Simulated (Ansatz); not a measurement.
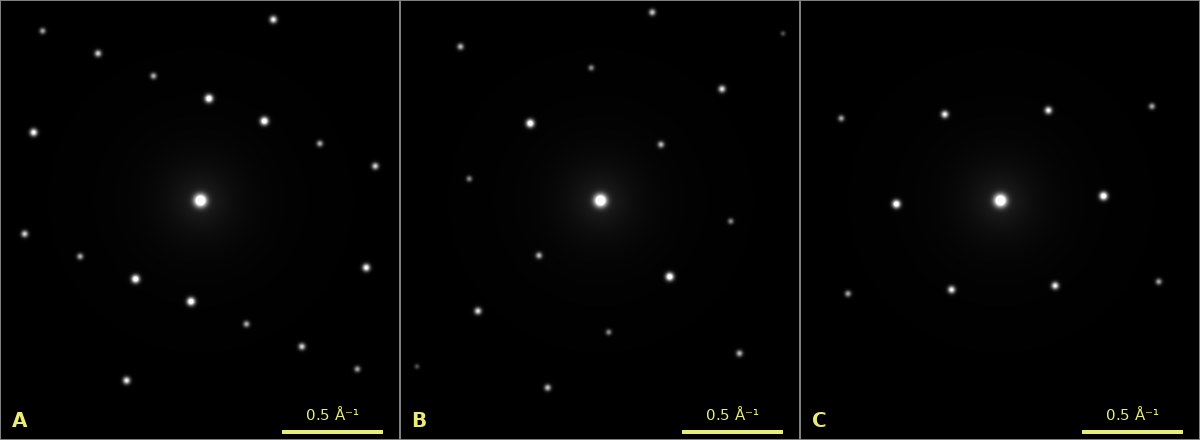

Kinematic zone-axis patterns, calculated for 120 keV electrons with B = 0.5 Å².

All three come from Fe, space group P6/mmm (No. 191), a = 3.859 Å, c = 2.425 Å (hexagonal axes). Structure: the input geometry of an electronic-structure calculation (not necessarily at equilibrium); the starting structure was generated, so it need not be a known form of this composition.

| atom | site | symmetry | x | y | z |
| --- | --- | --- | --- | --- | --- |
| Fe | 1a | 6/mmm | 0.0000 | 0.0000 | 0.0000 |
| Fe | 2d | -6m2 | 0.3333 | 0.6667 | 0.5000 |

### Assign the zone axes [101], [210], [211] to A, B and C.

A is [101]: centred rectangular net of 0 1 0 (itself too weak to see) at d = 3.34 Å and 1 0 -1 at d = 1.96 Å, at 72.9°. B is [210]: rectangular net of 0 0 1 at d = 2.43 Å and 1 -2 0 at d = 1.93 Å, at 90.0°. C is [211]: centred rectangular net of -1 1 1 at d = 1.96 Å and 0 -1 1 at d = 1.96 Å, at 61.1°.
